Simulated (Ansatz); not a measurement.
# Single-point calculation, with input and output: NbN (part 1 of 2)

NbN (slab, 24 atoms in the cell), computed with DFT PBE, scalar-relativistic, plane waves, PAW, no spin polarisation (Ansatz 0.2.0).

The structure derives from an entry of the Crystallography Open Database. It belongs to a series of runs on one base structure; here: the slab at its places in the relaxed adsorbed structure. Figures and captions count atoms from 1; the log counts them from 0 in places.

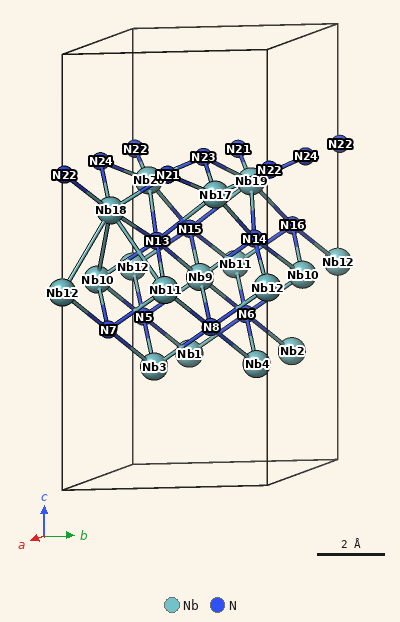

Figure 1. The structure (ball-and-stick view of the cell of the calculation, with the vacuum cut short, seen slightly off an axis; atoms are numbered from 1 in the order of the input). An atom can appear more than once, as a periodic image.

**Input**
```yaml
crystal:
  lattice:
    - [6.2530061697, 0.0, 0.0]
    - [-3.1265030849, 5.415262193, 0.0]
    - [0.0, 0.0, 26.5203476976]
  atoms:
    - { symbol: Nb, position: [0.1666666667, 0.3333333333, 0.3016551703] }
    - { symbol: Nb, position: [0.1666666667, 0.8333333333, 0.3016551703] }
    - { symbol: Nb, position: [0.6666666667, 0.3333333333, 0.3016551703] }
    - { symbol: Nb, position: [0.6666666667, 0.8333333333, 0.3016551703] }
    - { symbol: "N", position: [0.3333333333, 0.1666666667, 0.3497838582] }
    - { symbol: "N", position: [0.3333333333, 0.6666666667, 0.3497838582] }
    - { symbol: "N", position: [0.8333333333, 0.1666666667, 0.3497838582] }
    - { symbol: "N", position: [0.8333333333, 0.6666666667, 0.3497838582] }
    - { symbol: Nb, position: [0.5, 0.5, 0.3979125462] }
    - { symbol: Nb, position: [0.5, 0.0, 0.3979125462] }
    - { symbol: Nb, position: [0.0, 0.5, 0.3979125462] }
    - { symbol: Nb, position: [0.0, 0.0, 0.3979125462] }
    - { symbol: "N", position: [0.6547886897, 0.3420122381, 0.4447476081] }
    - { symbol: "N", position: [0.6598978453, 0.8200078219, 0.4448913922] }
    - { symbol: "N", position: [0.1876020984, 0.3420142105, 0.4447625671] }
    - { symbol: "N", position: [0.1684923715, 0.8367812236, 0.4453920876] }
    - { symbol: Nb, position: [0.8512115588, 0.6957688739, 0.5013871746] }
    - { symbol: Nb, position: [0.8405936927, 0.1806182878, 0.4858873817] }
    - { symbol: Nb, position: [0.3460818597, 0.6957472542, 0.5015744412] }
    - { symbol: Nb, position: [0.3496465195, 0.1977814708, 0.5056348591] }
    - { symbol: "N", position: [0.0088959216, 0.5169334626, 0.5297858934] }
    - { symbol: "N", position: [0.0139103026, 0.0153639962, 0.5328455932] }
    - { symbol: "N", position: [0.5106601574, 0.5206054162, 0.5352703914] }
    - { symbol: "N", position: [0.5024211798, 0.0155252996, 0.532959576] }
basis:
  ecutwfc: 420
kpoints:
  mp_grid: { grid: [4, 4, 1] }
hamiltonian:
  xc: pbe
scf:
  occupations: { method: gaussian, width: 0.1 }
output:
  forces: true
  eigenvalues: true
  write_density: true
  volumetric_format: npy
efield:
  axis: 3
  dipole_correction: true
  ramp_width: 0.04
```

Hardware: 4 threads of Intel Xeon (Granite Rapids), 32 GiB of memory available, shared host.

Launched with:
```bash
ansatz run input.yaml --threads 4 --pin off --max-ram 10240MiB --backend cpu --events-out ev --progress --plain --runs-dir out
```

**The program's output**
```
Engine: ansatz 0.2.0, x86_64-unknown-linux-gnu
Pseudopotentials: kind: paw
Pseudopotential: Nb, paw, valence charge 13, recommended cutoff 420 eV (normal), Nb.paw.azcp
Pseudopotential: N, paw, valence charge 5, recommended cutoff 420 eV (normal), N.paw.azcp
Functional definition: PBE
  parameter kappa = 0.804
  parameter beta = 0.06672455060314922
  exchange = pbe_x(kappa = kappa, mu = beta*pi^2/3)
  correlation = pbe_c(beta = beta)
Crystal: 24 atoms, lattice volume = 898.023 Å³
Basis set: ecut = 420 eV, 17585 PW (Γ), exchange–correlation on 90×90×360 points (8 copies of the dense FFT grid, shifted against one another)
Bands: 132, of which v1, the nominal top of the filled ones, is band 108 counted from 1 (107 counted from 0)
Symmetry: 1 space group operations
Space group: P1 (ITA 1), of the structure as read, at distance tolerance 9.6e-5 Å
k-points: 10 of 16 (time reversal used)
Non-local potential: Nb, projectors of the file, l = 0: 3, l = 1: 2, l = 2: 2, l = 3: 1
Non-local potential: N, projectors of the file, l = 0: 2, l = 1: 2, l = 2: 1
PAW form: soft (Blöchl's): semilocal exchange-correlation on the pseudo side does not see the compensation charge
PAW one-centre angular grid: Nb, 590 points (default); XC on 64 Gauss nodes
PAW one-centre angular grid: N, 110 points (default); XC on 64 Gauss nodes
Initial density: superposition of atomic densities (neutral atoms: chi_scale 0, normalization atom), corrected by the library's trained network
Initial wavefunctions: pseudopotential atomic-orbital guess
Functional: x = pbe(κ = 0.804, μ = 0.2195149727645171), c = pbe(β = 0.06672455060314922)
SCF iter   1: F=—  HF=-59249.235983 eV  |F-HF|=—  |Δ(HF+E_count)|=         —  Δρ=8.80e-3  dr2=5.25e0  ethr=1.77e-3  p=-0.092 e·Å  D=-1.85e-2 V/Å  ΔV_dip=0.49 eV  dr2_dipole=9.21e-1  V_vac-E_F(+/−)=5.46/4.97 eV  ⟨swp⟩=7.1  Hψ=5903  notcnv=0
efield: sawtooth ramp at fractional position 0.8985 (placed from the atoms, in the widest stretch of the axis that holds none; the zero of the levels goes with the place), width 0.0400; the density the first Hamiltonian is built on has a dipole p = -0.092 e·Å; the dipole correction subtracts the counter field D = -1.85e-2 V/Å, which shifts the + side's vacuum level by +0.49 eV against the − side's; the planar-averaged density in the ramp window peaks in size at 3.6e-6 e/Å³
preconditioner: auto → LDOS  [metal: Δε(μ)=0.010 eV  Ē_g=7.790 eV  σ=0.100 eV  W_gap=0.06  n_scr=150 (ndim 8)  ℏωp=13.6 eV  f_vac=0.634  D(μ)=12.20/eV (n_scr^D=66)  β→1.0]
SCF iter   2: F=—  HF=-59249.270644 eV  |F-HF|=—  |Δ(HF+E_count)|=   3.47e-2  Δρ=1.14e-2  dr2=3.75e0  ethr=1.77e-3  p=-0.143 e·Å  D=-2.88e-2 V/Å  ΔV_dip=0.76 eV  dr2_dipole=1.19e-1  V_vac-E_F(+/−)=5.70/4.94 eV  ⟨swp⟩=2.4  Hψ=2068  notcnv=0  defer=156
SCF iter   3: F=—  HF=-59248.948102 eV  |F-HF|=—  |Δ(HF+E_count)|=   3.23e-1  Δρ=2.43e-3  dr2=1.35e-1  ethr=1.74e-3  p=-0.128 e·Å  D=-2.59e-2 V/Å  ΔV_dip=0.69 eV  dr2_dipole=1.09e-2  V_vac-E_F(+/−)=5.59/4.90 eV  ⟨swp⟩=2.0  Hψ=1646  notcnv=0  defer=156
SCF iter   4: F=—  HF=-59248.936522 eV  |F-HF|=—  |Δ(HF+E_count)|=   1.16e-2  Δρ=1.28e-3  dr2=1.97e-2  ethr=6.23e-5  p=-0.122 e·Å  D=-2.46e-2 V/Å  ΔV_dip=0.65 eV  dr2_dipole=3.63e-4  V_vac-E_F(+/−)=5.54/4.89 eV  ⟨swp⟩=3.0  Hψ=2692  notcnv=0  defer=156
SCF iter   5: F=—  HF=-59248.933455 eV  |F-HF|=—  |Δ(HF+E_count)|=   3.07e-3  Δρ=4.49e-4  dr2=4.00e-3  ethr=9.14e-6  p=-0.123 e·Å  D=-2.48e-2 V/Å  ΔV_dip=0.66 eV  dr2_dipole=4.83e-4  V_vac-E_F(+/−)=5.54/4.88 eV  ⟨swp⟩=2.0  Hψ=1941  notcnv=0  defer=142
SCF iter   6: F=—  HF=-59248.933390 eV  |F-HF|=—  |Δ(HF+E_count)|=   6.51e-5  Δρ=1.82e-4  dr2=5.22e-4  ethr=1.85e-6  p=-0.125 e·Å  D=-2.51e-2 V/Å  ΔV_dip=0.67 eV  dr2_dipole=1.33e-5  V_vac-E_F(+/−)=5.54/4.87 eV  ⟨swp⟩=2.3  Hψ=1704  notcnv=0  defer=142
SCF iter   7: F=—  HF=-59248.933401 eV  |F-HF|=—  |Δ(HF+E_count)|=   1.10e-5  Δρ=5.17e-5  dr2=4.11e-5  ethr=2.41e-7  p=-0.124 e·Å  D=-2.50e-2 V/Å  ΔV_dip=0.66 eV  dr2_dipole=1.02e-6  V_vac-E_F(+/−)=5.53/4.87 eV  ⟨swp⟩=3.0  Hψ=2150  notcnv=0  defer=142
SCF iter   8: F=—  HF=-59248.932724 eV  |F-HF|=—  |Δ(HF+E_count)|=   6.77e-4  Δρ=1.91e-5  dr2=9.55e-6  ethr=1.90e-8  p=-0.124 e·Å  D=-2.50e-2 V/Å  ΔV_dip=0.66 eV  dr2_dipole=1.84e-6  V_vac-E_F(+/−)=5.53/4.87 eV  ⟨swp⟩=2.4  Hψ=2222  notcnv=0  defer=142
SCF iter   9: F=—  HF=-59248.932726 eV  |F-HF|=—  |Δ(HF+E_count)|=   1.93e-6  Δρ=6.13e-6  dr2=1.30e-6  ethr=4.42e-9  p=-0.124 e·Å  D=-2.50e-2 V/Å  ΔV_dip=0.66 eV  dr2_dipole=3.09e-7  V_vac-E_F(+/−)=5.53/4.87 eV  ⟨swp⟩=2.2  Hψ=1515  notcnv=0  defer=142
SCF iter  10: F=-59248.932727 eV  HF=-59248.932727 eV  |F-HF|=1.71e-7  |Δ(HF+E_count)|=   8.09e-7  Δρ=2.27e-6  dr2=8.55e-8  ethr=4.63e-11  p=-0.124 e·Å  D=-2.50e-2 V/Å  ΔV_dip=0.66 eV  dr2_dipole=2.18e-9  V_vac-E_F(+/−)=5.53/4.87 eV  ⟨swp⟩=13.9  Hψ=7610  notcnv=0
SCF 1 converged in 10 iterations: F = -59248.932727 eV  dr2 = 8.55e-8
  greatest PAW one-centre occupation: 0.998 electrons in one spin orbital (limit 2), on the Nb atom at site 16 (counted from 0), in its partial waves of l = 0
```

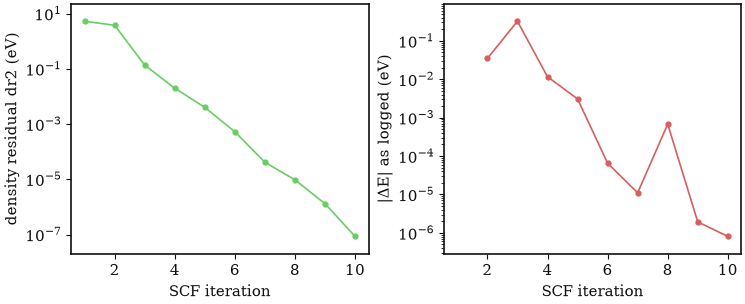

Figure 2. Convergence of the self-consistent field: density residual dr2 and size of the energy change against the SCF iteration. The residual falls at every step.

```
SCF converged after 10 iterations
Free energy (F): -59248.932727 eV
Harris-Foulkes:  -59248.932727 eV  (|F-HF|=1.71e-7)
Internal energy: -59248.874299 eV  (E = F + TS)
E sigma→0 (E₀):  -59248.903513 eV
Entropy (-TS):   -0.058428 eV (-2.435 meV/atom)
Fermi energy:    2.042068 eV
Dipole field:    D = -0.025062 V/Å  (p = -0.124378 e·Å, saw-weighted, corrected)
Work function:   Φ+ = 5.5346 eV   Φ− = 4.8699 eV
Levels:          The Fermi level and band energies are counted from a zero that moves with the ramp; work functions are not
--- Per-component energies (eV) ---
  E_band       = -3988.927211
  E_kinetic    = 6291.013681
  E_local      = -289733.984442  (includes V_loc(G=0)·N_el)
  E_nonlocal   = 1965.111431
  E_hartree    = 141232.574136
  E_xc         = -2825.844226
  E_vxc        = -3469.957114  (∫ρ·V_xc dr)
  E_paw        = -38397.400162  (= ΣΔE_a)
  E_vpaw       = -1505.202889  (= ΣTr[D̂ρ^β])
  E_aug_tail   = 0.001168  (compensation charges beyond the density's cutoff)
  E_efield     = 0.001559  (sawtooth field / dipole correction)
  E_vefield    = -1.015931  (∫n·V_field dr)
  E_ewald      = 122219.652556
  E_smearing   = -0.058428  (= −TS)
  E_closure    = 0.000000  (closes the sum)
  Σ components = -59248.932727   (vs F -59248.932727, Δ=0.00e0)
--- Forces (eV/Å), atoms counted from 1 ---
  atom   1  Nb    -0.06483707     0.05796587     1.07127415
  atom   2  Nb     0.00494603     0.15163648     0.56102138
  atom   3  Nb     0.06666370     0.05924952     1.07070788
  atom   4  Nb     0.00109403     0.10010176     1.11724957
  atom   5  N     -0.00046519     0.07490328    -0.92917677
  atom   6  N      0.08147177    -0.07772939    -1.00682420
  atom   7  N     -0.00169196    -0.01214000    -1.46653691
  atom   8  N     -0.07934911    -0.07796392    -1.00659537
  atom   9  Nb    -0.00229086     0.00130667    -0.29348489
  atom  10  Nb     0.85892519     0.29350119     0.32716695
  atom  11  Nb     0.00299059    -0.86608241     0.21283913
  atom  12  Nb    -0.86194995     0.29255273     0.32603798
  atom  13  N     -0.01624305     0.01089222     0.00850061
  atom  14  N      0.00647406    -0.01018161     0.00865946
  atom  15  N      0.00665712     0.01607500     0.00295823
  atom  16  N      0.01090197     0.00483101    -0.00509333
  atom  17  Nb     0.01194673    -0.00232725     0.00707451
  atom  18  Nb     0.00961602    -0.01224383     0.00088728
  atom  19  Nb    -0.03646808    -0.01402856    -0.00177119
  atom  20  Nb    -0.02444062    -0.03153265    -0.00110427
  atom  21  N      0.01077851     0.01346225    -0.01696229
  atom  22  N      0.00804099     0.02116727     0.00675598
  atom  23  N      0.00251359     0.00190913    -0.01116299
  atom  24  N      0.00471851     0.00467559     0.01766642
  max |Σ_I F_I| component: 8.73e-5 eV/Å
--- Band table (eV; the first three rows and the last of 10) ---
  k-point 0: bands = ["-54.4610", "-54.2511", "-54.1870", "-54.1757", "-54.1719", "-54.1227", "-54.0808", "-53.5349", "-53.5120", "-53.4441", "-53.4386", "-53.4263", "-30.9269", "-30.9217", "-30.9199", "-30.8048", "-30.7248", "-30.7202", "-30.7105", "-30.4578", "-30.3730", "-30.3341", "-30.3094", "-30.2977", "-30.2832", "-30.2602", "-30.2485", "-30.2091", "-30.1534", "-30.1346", "-30.1150", "-30.0512", "-30.0407", "-29.8227", "-29.8022", "-29.7951", "-29.7116", "-29.6340", "-29.6311", "-29.6286", "-29.6134", "-29.5972", "-29.5327", "-29.3392", "-29.3378", "-29.3362", "-29.1952", "-29.1942", "-14.7934", "-14.1827", "-14.1399", "-14.1152", "-13.6621", "-13.3047", "-13.2322", "-13.2128", "-12.2755", "-11.8874", "-11.8115", "-11.7017", "-6.0798", "-6.0687", "-5.9521", "-5.7027", "-4.6089", "-4.4189", "-4.4128", "-4.3300", "-4.3117", "-4.2709", "-4.2494", "-4.2301", "-4.1603", "-4.0888", "-3.9853", "-3.6290", "-3.5814", "-3.5622", "-3.4253", "-3.1604", "-3.1525", "-2.9407", "-2.9011", "-2.7809", "-2.6475", "-2.6420", "-2.5151", "-1.7907", "-1.4602", "-1.4527", "-1.2653", "-1.2349", "-1.0834", "-1.0330", "-0.9852", "-0.9662", "-0.5897", "-0.5535", "-0.3346", "0.9280", "1.0009", "1.0779", "1.3438", "1.6385", "1.7378", "1.8204", "2.0883", "2.1118", "2.1376", "2.4029", "2.5219", "2.6092", "3.1366", "3.2681", "3.2984", "3.4409", "3.5174", "3.6049", "3.6441", "3.6740", "3.6745", "3.7506", "3.8210", "3.8221", "3.8354", "4.1176", "4.1493", "4.1707", "4.2457", "4.3455", "4.3573", "4.3955"]
```
